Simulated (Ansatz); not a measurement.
# A defect in a wire: Ir wire along [110], 4 atoms a period, Pt in place of one Ir

Wanted: the relaxed defect and the transmission past it, beside the channels of the perfect wire.

Main program and level: Ansatz 0.2.0; DFT PBE, plane waves, PAW; relaxation of a wire's period, in the first sound run; inputs show where later runs differ.

## (1) Set-up

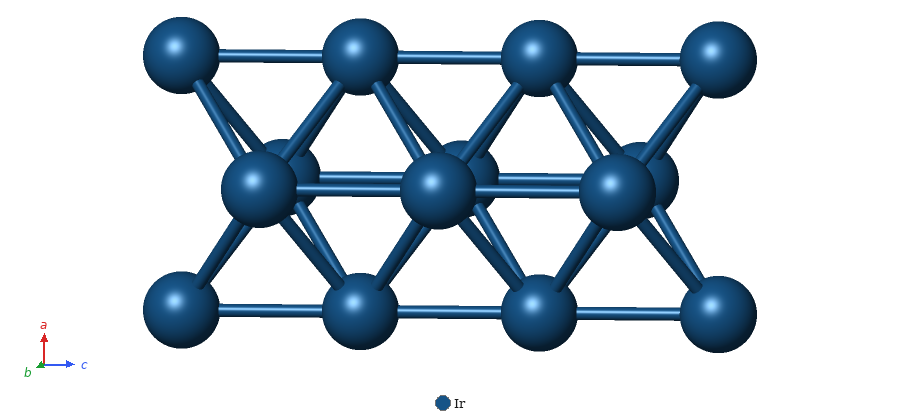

Start, viewed from the side, with the c axis across the page; iridium blue. 1×1×3 cells are drawn. Some periodic images of atoms are drawn too.

The cell holds 4 atoms: 4 Ir. Its edges and angles: a = 10.670 Å, b = 9.537 Å, c = 2.737 Å, α = 90.0°, β = 90.0°, γ = 90.0°. Vacuum lies along a and b. The structure's axis is c.

## (2) Relaxation of atoms and period

Band widths follow the bond lengths, so the wire is relaxed first. The atoms and the third cell vector are free; the box across stays fixed as vacuum. Moments are seeded so that a magnetic state can form if it lies lower. A Fermi-Dirac smearing is set since the result may be a metal. The pressure printed is a third of the stress's trace over the whole box, vacuum included; only the stress along the axis is relaxed.

input.yaml

```yaml
crystal:
  lattice:
    - [10.67, 0.0, 0.0]
    - [0.0, 9.537, 0.0]
    - [0.0, 0.0, 2.7365032432]
  atoms:
    - { symbol: Ir, position: [0.318650422, 0.499973956, 0.0], spin: 0.8 }
    - { symbol: Ir, position: [0.681349578, 0.499973956, 0.0], spin: 0.8 }
    - { symbol: Ir, position: [0.5, 0.356506239, 0.5], spin: 0.8 }
    - { symbol: Ir, position: [0.5, 0.643441674, 0.5], spin: 0.8 }
magnetization:
  spin_polarized: true
kpoints:
  mp_grid: { grid: [1, 1, 30] }
scf:
  occupations: { method: fermi_dirac, width: 0.05 }
hamiltonian:
  xc: pbe
relax:
  cell: { fix: [a, b, alpha, beta, gamma] }
  max_steps: 60
```

The run is started by

```
$ ansatz run input.yaml --threads 4 --pin off --max-ram 16384MiB --backend cpu --events-out ev --progress --plain --runs-dir out
```

Numbers of over 12 decimals in the logs are rounded to 6 here.

Log:

```text
Engine: ansatz 0.2.0, aarch64-unknown-linux-gnu
Pseudopotentials: kind: paw
Pseudopotential: Ir, paw, valence charge 17, recommended cutoff 420 eV (normal), Ir.paw.azcp
Functional definition: PBE
  parameter kappa = 0.804
  parameter beta = 0.066725
  exchange = pbe_x(kappa = kappa, mu = beta*pi^2/3)
  correlation = pbe_c(beta = beta)
Crystal: 4 atoms, lattice volume = 278.466 Å³
Basis set: ecut = 420 eV, 5469 PW (Γ), exchange–correlation on 144×128×40 points (8 copies of the dense FFT grid, shifted against one another)
Bands: 43, of which v1, the nominal top of the filled ones, is band 34 counted from 1 (33 counted from 0)
Symmetry: 8 space group operations
Space group: Pmmm (ITA 47), of the structure as read, at distance tolerance 6.5e-5 Å
Magnetic group: BNS 47.249 (UNI 347), of the structure as read, at distance tolerance 6.5e-5 Å
k-points: 16 of 30
Non-local potential: Ir, projectors of the file, l = 0: 3, l = 1: 2, l = 2: 2, l = 3: 1
PAW form: soft (Blöchl's): semilocal exchange-correlation on the pseudo side does not see the compensation charge
PAW one-centre angular grid: Ir, 590 points (default); XC on 64 Gauss nodes
Initial density: superposition of atomic densities (neutral atoms: chi_scale 0, normalization atom)
Starting moments: Σ|m| = 3.2 μB on 4 of 4 sites
Initial wavefunctions: pseudopotential atomic-orbital guess
Functional: x = pbe(κ = 0.804, μ = 0.219515), c = pbe(β = 0.066725)
SCF iter   1: F=—  HF=-47731.970555 eV  |F-HF|=—  |Δ(HF+E_count)|=         —  Δρ=1.38e-2 (↑1.05e-2 ↓1.38e-2)  dr2=3.70e0  dr2_m=6.98e-2  M=2.663 μB ∫|m|=2.677 μB  β_m=0.30  ethr=3.10e-3  ⟨swp⟩=8.4  Hψ=6025  notcnv=0  defer=1
Mixer restart at iter 1: flushing history
preconditioner: auto → LDOS  [metal: Δε(μ)=0.025 eV  Ē_g=5.193 eV  σ=0.050 eV  W_gap=0.13  n_scr=36 (ndim 8)  ℏωp=13.4 eV  f_vac=0.612  D(μ)=10.39/eV (n_scr^D=72)]
spin=Collinear: LDOS preconditioning applied to the charge; magnetization (m = ρ↑ − ρ↓) channel mixes plain (no charge-response kernel on spin).
SCF iter   2: F=—  HF=-47731.865465 eV  |F-HF|=—  |Δ(HF+E_count)|=   1.05e-1  Δρ=8.16e-3 (↑6.97e-3 ↓8.16e-3)  dr2=5.12e-1  dr2_m=4.35e-2  M=2.539 μB ∫|m|=2.568 μB  β_m=0.37  ethr=3.10e-3  ⟨swp⟩=2.2  Hψ=2462  notcnv=0  defer=26
SCF iter   3: F=—  HF=-47732.246585 eV  |F-HF|=—  |Δ(HF+E_count)|=   3.81e-1  Δρ=4.58e-3 (↑4.55e-3 ↓4.58e-3)  dr2=9.02e-2  dr2_m=2.11e-2  M=2.420 μB ∫|m|=2.469 μB  β_m=0.63  ethr=7.53e-4  ⟨swp⟩=2.5  Hψ=2126  notcnv=0  defer=26
SCF iter   4: F=—  HF=-47732.518832 eV  |F-HF|=—  |Δ(HF+E_count)|=         —  Δρ=4.87e-3 (↑4.87e-3 ↓4.67e-3)  dr2=1.16e-2  dr2_m=5.28e-2  M=1.714 μB ∫|m|=1.793 μB  β_m=0.63  ethr=1.33e-4  ⟨swp⟩=3.2  Hψ=2409  notcnv=0  defer=27
SCF iter   5: F=—  HF=-47732.519874 eV  |F-HF|=—  |Δ(HF+E_count)|=   1.04e-3  Δρ=2.64e-3 (↑2.54e-3 ↓2.64e-3)  dr2=2.68e-3  dr2_m=1.59e-2  M=1.598 μB ∫|m|=1.668 μB  β_m=0.81  ethr=1.70e-5  ⟨swp⟩=2.4  Hψ=2429  notcnv=0  defer=27
SCF iter   6: F=—  HF=-47732.525068 eV  |F-HF|=—  |Δ(HF+E_count)|=   5.19e-3  Δρ=8.07e-4 (↑8.07e-4 ↓6.77e-4)  dr2=7.78e-4  dr2_m=1.24e-3  M=1.400 μB ∫|m|=1.452 μB  β_m=0.86  ethr=3.94e-6  ⟨swp⟩=2.5  Hψ=3089  notcnv=0  defer=29
SCF iter   7: F=—  HF=-47732.526154 eV  |F-HF|=—  |Δ(HF+E_count)|=   1.09e-3  Δρ=2.72e-4 (↑2.49e-4 ↓2.72e-4)  dr2=6.37e-5  dr2_m=1.60e-4  M=1.344 μB ∫|m|=1.387 μB  β_m=0.93  ethr=1.14e-6  ⟨swp⟩=2.8  Hψ=2924  notcnv=0  defer=29
SCF iter   8: F=—  HF=-47732.526612 eV  |F-HF|=—  |Δ(HF+E_count)|=   4.58e-4  Δρ=9.00e-5 (↑7.10e-5 ↓9.00e-5)  dr2=1.81e-5  dr2_m=1.25e-5  M=1.298 μB ∫|m|=1.336 μB  β_m=0.93  ethr=9.37e-8  ⟨swp⟩=3.0  Hψ=3125  notcnv=0  defer=29
SCF iter   9: F=—  HF=-47732.526620 eV  |F-HF|=—  |Δ(HF+E_count)|=   8.86e-6  Δρ=4.78e-5 (↑4.78e-5 ↓3.20e-5)  dr2=2.43e-6  dr2_m=3.59e-6  M=1.296 μB ∫|m|=1.334 μB  β_m=0.96  ethr=2.66e-8  ⟨swp⟩=2.5  Hψ=2832  notcnv=0  defer=29
SCF iter  10: F=—  HF=-47732.526627 eV  |F-HF|=—  |Δ(HF+E_count)|=   6.10e-6  Δρ=2.06e-5 (↑1.84e-5 ↓2.06e-5)  dr2=6.58e-7  dr2_m=8.81e-7  M=1.296 μB ∫|m|=1.334 μB  β_m=0.98  ethr=3.57e-9  ⟨swp⟩=2.5  Hψ=2620  notcnv=0  defer=29
SCF iter  11: F=—  HF=-47732.526628 eV  |F-HF|=—  |Δ(HF+E_count)|=   1.19e-6  Δρ=1.27e-5 (↑1.27e-5 ↓1.24e-5)  dr2=4.44e-7  dr2_m=3.20e-7  M=1.296 μB ∫|m|=1.335 μB  β_m=0.99  ethr=9.68e-10  ⟨swp⟩=2.6  Hψ=2654  notcnv=0  defer=29
SCF iter  12: F=—  HF=-47732.526628 eV  |F-HF|=—  |Δ(HF+E_count)|=   3.75e-7  Δρ=8.06e-6 (↑8.06e-6 ↓4.90e-6)  dr2=4.92e-7  dr2_m=6.24e-8  M=1.298 μB ∫|m|=1.336 μB  β_m=0.87  ethr=6.53e-10  ⟨swp⟩=2.5  Hψ=2927  notcnv=0  defer=29
SCF iter  13: F=—  HF=-47732.526628 eV  |F-HF|=—  |Δ(HF+E_count)|=   1.91e-8  Δρ=3.77e-6 (↑3.24e-6 ↓3.77e-6)  dr2=9.26e-8  dr2_m=2.33e-8  M=1.298 μB ∫|m|=1.337 μB  β_m=0.88  ethr=6.53e-10  ⟨swp⟩=2.3  Hψ=2443  notcnv=0  defer=29
SCF iter  14: F=—  HF=-47732.526628 eV  |F-HF|=—  |Δ(HF+E_count)|=   1.49e-8  Δρ=1.45e-6 (↑1.09e-6 ↓1.45e-6)  dr2=9.95e-9  dr2_m=2.42e-9  M=1.299 μB ∫|m|=1.338 μB  β_m=0.83  ethr=1.36e-10  ⟨swp⟩=2.3  Hψ=2263  notcnv=0  defer=29
SCF iter  15: F=-47732.526628 eV  HF=-47732.526628 eV  |F-HF|=1.65e-9  |Δ(HF+E_count)|=   2.11e-9  Δρ=5.23e-7 (↑5.23e-7 ↓3.81e-7)  dr2=2.41e-9  dr2_m=1.05e-10  M=1.299 μB ∫|m|=1.338 μB  ethr=1.46e-11  ⟨swp⟩=1.3  Hψ=4616  notcnv=0
SCF 1 converged in 15 iterations: F = -47732.526628 eV  dr2 = 2.41e-9
  greatest PAW one-centre occupation: 1.000 electrons in one spin orbital (limit 2), on the Ir atom at site 3 (counted from 0), in its partial waves of l = 0
relax step   1: F+E_penalty+E_count = -47732.52662812 eV  Δ(F+E_penalty+E_count) = +0.000e0 eV  max|allowed force component| = 2.633e0 eV/Å  Δτ_max = 0.0000 Å  P = -6.335 GPa  Ω = 278.466 Å³  fix = [a, b, alpha, beta, gamma]  reactions: a -5.565, b -4.055 GPa  (15 SCF iters, dr2 threshold 1.00e-7 eV, accepted)
Crystal: 4 atoms, lattice volume = 267.440 Å³
Basis set: ecut = 420 eV, 5285 PW (Γ), exchange–correlation on 144×128×40 points (8 copies of the dense FFT grid, shifted against one another)
Initial density: handed on by an earlier stage of this run
Starting moments: Σ|m| = 3.2 μB on 4 of 4 sites; this step starts from the density that it was given
Initial wavefunctions: those handed on with the density
iter 1 solved again at ethr=6.65e-4 eV; its pass at ethr=3.10e-3 eV (dr2=4.52e-1 eV) is discarded
SCF iter   1: F=—  HF=-47732.983415 eV  |F-HF|=—  |Δ(HF+E_count)|=         —  Δρ=1.60e-2 (↑1.60e-2 ↓1.17e-2)  dr2=4.61e-1  dr2_m=2.81e-1  M=0.145 μB ∫|m|=0.226 μB  β_m=0.30  ethr=6.65e-4  ⟨swp⟩=1.2  Hψ=7113  notcnv=0
[...]
relax step   4: F+E_penalty+E_count = -47733.57733949 eV  Δ(F+E_penalty+E_count) = -1.088e-1 eV  max|allowed force component| = 3.124e-1 eV/Å  Δτ_max = 0.0847 Å  P = -0.438 GPa  Ω = 264.493 Å³  energy of the carried Pulay correction = +1.370e-3 eV  fix = [a, b, alpha, beta, gamma]  reactions: a -0.037, b -0.364 GPa  (11 SCF iters, dr2 threshold 4.00e-7 eV, accepted)
[...]
relax step   5: F+E_penalty+E_count = -47733.58666458 eV  Δ(F+E_penalty+E_count) = -9.325e-3 eV  max|allowed force component| = 6.876e-2 eV/Å  Δτ_max = 0.0191 Å  P = +0.036 GPa  Ω = 262.838 Å³  energy of the carried Pulay correction = +1.537e-3 eV  fix = [a, b, alpha, beta, gamma]  reactions: a +0.002, b +0.215 GPa  (9 SCF iters, dr2 threshold 4.00e-7 eV, accepted)
[...]
relax step   6: F+E_penalty+E_count = -47733.58695024 eV  Δ(F+E_penalty+E_count) = -2.857e-4 eV  max|allowed force component| = 9.154e-3 eV/Å  Δτ_max = 0.0034 Å  P = +0.057 GPa  Ω = 262.649 Å³  energy of the carried Pulay correction = +1.556e-3 eV  fix = [a, b, alpha, beta, gamma]  reactions: a +0.042, b +0.104 GPa  (7 SCF iters, dr2 threshold 2.96e-7 eV, accepted)
Basis set: ecut = 420 eV, 5161 PW (Γ), exchange–correlation on 144×128×36 points (8 copies of the dense FFT grid, shifted against one another)
Initial wavefunctions: pseudopotential atomic-orbital guess (no wavefunctions were taken with the density)
iter 1 solved again at ethr=1.14e-6 eV; its pass at ethr=3.10e-3 eV (dr2=7.77e-4 eV) is discarded
SCF iter   1: F=—  HF=-47733.583947 eV  |F-HF|=—  |Δ(HF+E_count)|=         —  Δρ=6.91e-5 (↑6.91e-5 ↓6.91e-5)  dr2=1.40e-5  dr2_m=8.45e-11  M=-0.000 μB ∫|m|=0.000 μB  β_m=0.65  ethr=1.14e-6  ⟨swp⟩=3.6  Hψ=10242  notcnv=0
preconditioner: auto → LDOS  [metal: Δε(μ)=0.035 eV  Ē_g=5.923 eV  σ=0.050 eV  W_gap=0.17  n_scr=20 (ndim 8)  ℏωp=13.7 eV  f_vac=0.633  D(μ)=5.12/eV (n_scr^D=26)]
spin=Collinear: LDOS preconditioning applied to the charge; magnetization (m = ρ↑ − ρ↓) channel mixes plain (no charge-response kernel on spin).
SCF iter   2: F=—  HF=-47733.584289 eV  |F-HF|=—  |Δ(HF+E_count)|=   3.42e-4  Δρ=2.20e-5 (↑2.20e-5 ↓2.20e-5)  dr2=9.68e-7  dr2_m=3.62e-11  M=-0.000 μB ∫|m|=0.000 μB  β_m=0.54  ethr=2.06e-8  ⟨swp⟩=2.7  Hψ=2838  notcnv=0
SCF iter   3: F=—  HF=-47733.584290 eV  |F-HF|=—  |Δ(HF+E_count)|=   1.62e-6  Δρ=7.42e-6 (↑7.42e-6 ↓7.41e-6)  dr2=2.62e-7  dr2_m=1.56e-11  M=-0.000 μB ∫|m|=0.000 μB  β_m=0.57  ethr=1.42e-9  ⟨swp⟩=2.2  Hψ=2214  notcnv=0
SCF iter   4: F=—  HF=-47733.584290 eV  |F-HF|=—  |Δ(HF+E_count)|=   2.57e-7  Δρ=2.22e-6 (↑2.22e-6 ↓2.19e-6)  dr2=3.63e-8  dr2_m=5.71e-12  M=-0.000 μB ∫|m|=0.000 μB  β_m=0.58  ethr=3.85e-10  ⟨swp⟩=2.1  Hψ=1953  notcnv=0
SCF iter   5: F=—  HF=-47733.584290 eV  |F-HF|=—  |Δ(HF+E_count)|=   1.78e-8  Δρ=1.01e-6 (↑1.01e-6 ↓9.83e-7)  dr2=1.42e-8  dr2_m=2.75e-12  M=-0.000 μB ∫|m|=0.000 μB  β_m=0.64  ethr=5.34e-11  ⟨swp⟩=3.3  Hψ=2741  notcnv=0
SCF iter   6: F=—  HF=-47733.584290 eV  |F-HF|=—  |Δ(HF+E_count)|=   6.85e-9  Δρ=4.89e-7 (↑4.89e-7 ↓4.70e-7)  dr2=3.08e-9  dr2_m=8.64e-13  M=-0.000 μB ∫|m|=0.000 μB  β_m=0.72  ethr=2.09e-11  ⟨swp⟩=1.7  Hψ=1575  notcnv=0
SCF iter   7: F=—  HF=-47733.584290 eV  |F-HF|=—  |Δ(HF+E_count)|=   2.90e-9  Δρ=9.50e-8 (↑9.50e-8 ↓8.78e-8)  dr2=1.46e-10  dr2_m=1.83e-13  M=-0.000 μB ∫|m|=0.000 μB  β_m=0.81  ethr=4.53e-12  ⟨swp⟩=2.0  Hψ=1896  notcnv=0
SCF iter   8: F=-47733.584290 eV  HF=-47733.584290 eV  |F-HF|=4.37e-11  |Δ(HF+E_count)|=    0.00e0  Δρ=1.89e-8 (↑1.89e-8 ↓1.69e-8)  dr2=4.98e-12  dr2_m=2.72e-14  M=-0.000 μB ∫|m|=0.000 μB  ethr=1.00e-12  ⟨swp⟩=3.9  Hψ=5337  notcnv=0
the starting moments were not kept: the SCF closed with an absolute magnetisation of 8.1e-7 μB, where they sum to 3.2 μB in size (4 sites). That is at most 0.1 of that sum. Measured as dr2_m measures the in/out step, that magnetisation stands 4.2e-14 eV from none, at or under the dr2_threshold of 4.0e-11 eV: it is no larger than a step whose dr2_m would equal this threshold.
SCF 7 converged in 8 iterations: F = -47733.584290 eV  dr2 = 4.98e-12
relax step   7: F+E_penalty+E_count = -47733.58429048 eV  Δ(F+E_penalty+E_count) = +2.660e-3 eV  max|allowed force component| = 9.651e-3 eV/Å  Δτ_max = 0.0000 Å  P = +0.067 GPa  Ω = 262.649 Å³  fix = [a, b, alpha, beta, gamma]  reactions: a +0.050, b +0.110 GPa  stress off target by 4.08e-2 GPa on what of the cell is left free  SCF on the basis re-selected at this cell (its energy is not comparable with the rows above)  (8 SCF iters)
basis re-selected at this cell: Δ(F+E_penalty+E_count) = +2.660e-3 eV, ΔP = +0.010 GPa vs the last step (what re-selecting the basis moved, of the pressure what is left beyond the Pulay correction that the steps carried, after the strain that the cell walked since its last selection, with what the two solves' SCF thresholds leave and, on support functions, any second-order correction that the steps lacked; it is no measure of the basis error at this ecutwfc). The dense FFT grid was sized anew with the basis: this SCF ran on 72×64×18 points, the steps before it on 72×64×20, so part of this shift can come from that change (see relax.cell in the input reference). [rest of the remark cut]
SCF converged after 8 iterations
Magnetization: -0.0000 μB (34.0000 up, 34.0000 down)
Absolute magnetization: 0.0000 μB (∫|ρ↑−ρ↓|, with the PAW one-centre terms)
Spin contamination: 0.0000 ħ² per cell (⟨S²⟩ above its minimum at these occupations)
Per-site moments (μB) at R_I (Å): [(-1.0217890996775599e-7, 1.064690), (-1.0217890996002252e-7, 1.064690), (-8.920088116595734e-8, 1.026546), (-8.920088110695416e-8, 1.026546)]
Free energy (F): -47733.584290 eV
Harris-Foulkes:  -47733.584290 eV  (|F-HF|=4.37e-11)
Internal energy: -47733.539453 eV  (E = F + TS)
E sigma→0 (E₀):  -47733.561872 eV
Entropy (-TS):   -0.044838 eV (-11.209 meV/atom)
Fermi energy:    1.592122 eV
--- Per-component energies (eV) ---
  E_band       = -1933.905251
  E_kinetic    = 2484.241388
  E_local      = -28935.028415  (includes V_loc(G=0)·N_el)
  E_nonlocal   = 297.510671
  E_hartree    = 13168.709709
  E_xc         = -1062.847235
  E_vxc        = -1187.702398  (∫ρ·V_xc dr)
  E_paw        = -36895.519355  (= ΣΔE_a)
  E_vpaw       = -930.345899  (= ΣTr[D̂ρ^β])
  E_aug_tail   = 0.000269  (compensation charges beyond the density's cutoff)
  E_ewald      = 3209.393516
  E_smearing   = -0.044838  (= −TS)
  E_closure    = 0.000000  (closes the sum)
  Σ components = -47733.584290   (vs F -47733.584290, Δ=0.00e0)
--- Forces (eV/Å), atoms counted from 1 ---
  atom   1  Ir    -0.00965120    -0.00000000     0.00000000
  atom   2  Ir     0.00965120     0.00000000    -0.00000000
  atom   3  Ir     0.00000000     0.00406312     0.00000000
  atom   4  Ir     0.00000000    -0.00406312    -0.00000000
  max |Σ_I F_I| component: 1.73e-18 eV/Å
--- Stress (GPa, compression-positive) ---
        0.050413       0.000000       0.000000
        0.000000       0.109765       0.000000
        0.000000       0.000000       0.040813
  P = ⅓ Tr σ = 0.0670 GPa (0.670 kbar)
--- Relaxed structure (6 steps of the walk, 6 accepted, 1 SCFs on fresh bases) ---
  F+E_penalty+E_count = -47733.58429048 eV   max|allowed force component| = 9.651e-3 eV/Å   (the final SCF, on the basis selected at the relaxed cell)
  cell:  # Å, volume = 262.6489 Å³
    - [10.67, 0.0, 0.0]
    - [0.0, 9.537, 0.0]
    - [0.0, 0.0, 2.581068]
  atoms:
    - { symbol: Ir, position: [0.322747, 0.499974, 0.0] }
    - { symbol: Ir, position: [0.677253, 0.499974, 0.0] }
    - { symbol: Ir, position: [0.500000, 0.369503, 0.500000] }
    - { symbol: Ir, position: [0.500000, 0.630445, 0.500000] }
```

The job ended after 59 s (4 threads of Arm Neoverse V1, shared host; peak memory 0.77 GiB; 3.7 min of CPU time).

The steps of the relaxation:

| step | energy less that of the first step (eV) | largest force component (eV/Å) | pressure (GPa) | volume (Å³) |
| --- | --- | --- | --- | --- |
| 1 | 0.0000 | 2.6331 | -6.33 | 278.47 |
| 2 | -0.4385 | 3.7561 | 5.16 | 267.44 |
| 3 | -0.9419 | 1.3191 | 1.86 | 263.42 |
| 4 | -1.0507 | 0.3124 | -0.44 | 264.49 |
| 5 | -1.0600 | 0.0688 | 0.04 | 262.84 |
| 6 | -1.0603 | 0.0092 | 0.06 | 262.65 |
| 7* | -1.0577 | 0.0097 | 0.07 | 262.65 |

Relaxation steps marked * repeat the geometry before them on a plane-wave basis chosen anew for their cell, so energy and pressure can jump there.

Forces are held to the 8 operations that the run works with; a distortion that breaks them can't arise in this run.

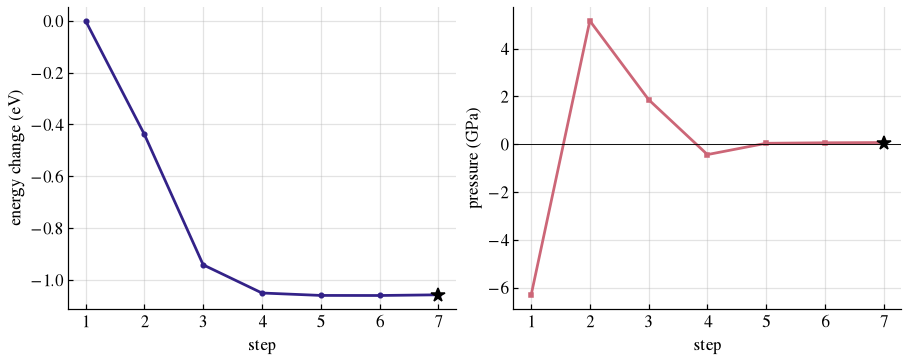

Energy and pressure along the relaxation. Stars mark steps on a basis chosen anew.

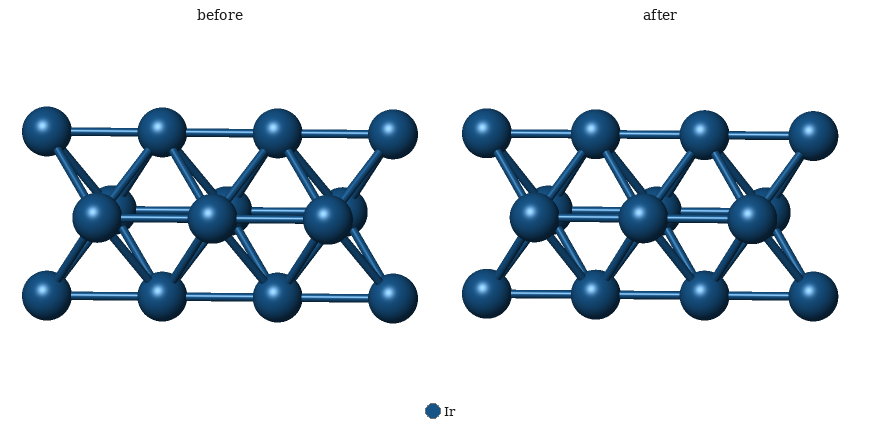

Before and after, at one scale.

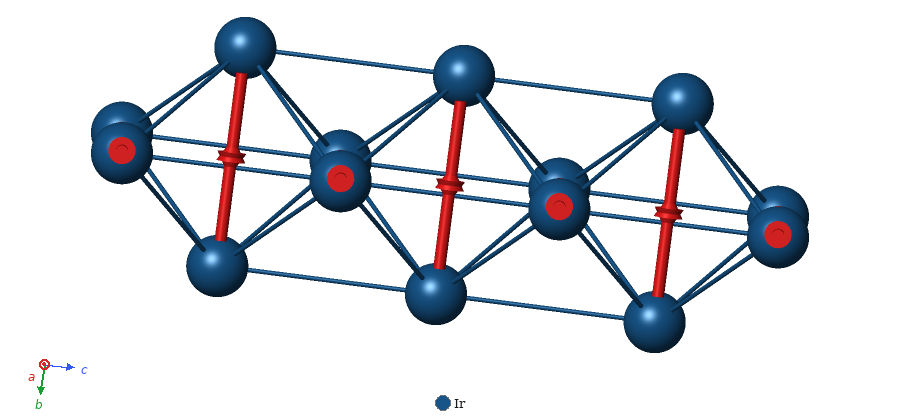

Displacements in the relaxation, exaggerated, measured against the changing cell; the longest in the cell stands for 0.12 Å. 1×1×3 cells are drawn. Some periodic images of atoms are drawn too.

| cell as run | before | after | change |
| --- | --- | --- | --- |
| c (Å) | 2.737 | 2.581 | -5.7 % |

The atoms that moved most (Å, along periodic axes as changes of fractional coordinates times the final cell, across vacuum about the mean position):

| atom | dx | dy | dz | length |
| --- | --- | --- | --- | --- |
| Ir4 | 0.000 | -0.124 | 0.000 | 0.124 |
| Ir3 | 0.000 | 0.124 | 0.000 | 0.124 |
| Ir1 | 0.044 | 0.000 | 0.000 | 0.044 |
| Ir2 | -0.044 | 0.000 | 0.000 | 0.044 |

Final coordinates:

```xyz
4
Lattice="10.6700 0.0000 0.0000 0.0000 9.5370 0.0000 0.0000 0.0000 2.5811" Properties=species:S:1:pos:R:3
Ir    3.4437    4.7683    0.0000
Ir    7.2263    4.7683    0.0000
Ir    5.3350    3.5240    1.2905
Ir    5.3350    6.0125    1.2905
```

This step gave:

- energy at zero smearing: -47733.5619 eV
- cell length along the wire: 2.581 Å

The cell's length comes to 2.581 Å with no moment.

(Continued in part 2 of 4.)

[Logs are printed without paths, hosts, clocks, repeated set-up lines and the standing remarks that a program may print on its own settings, such as how far it seeks lower states.]

[Hosts, paths, dates, database ids (printed as entryN), source tags and the programs' standing remarks are cut or masked in the printed files.]
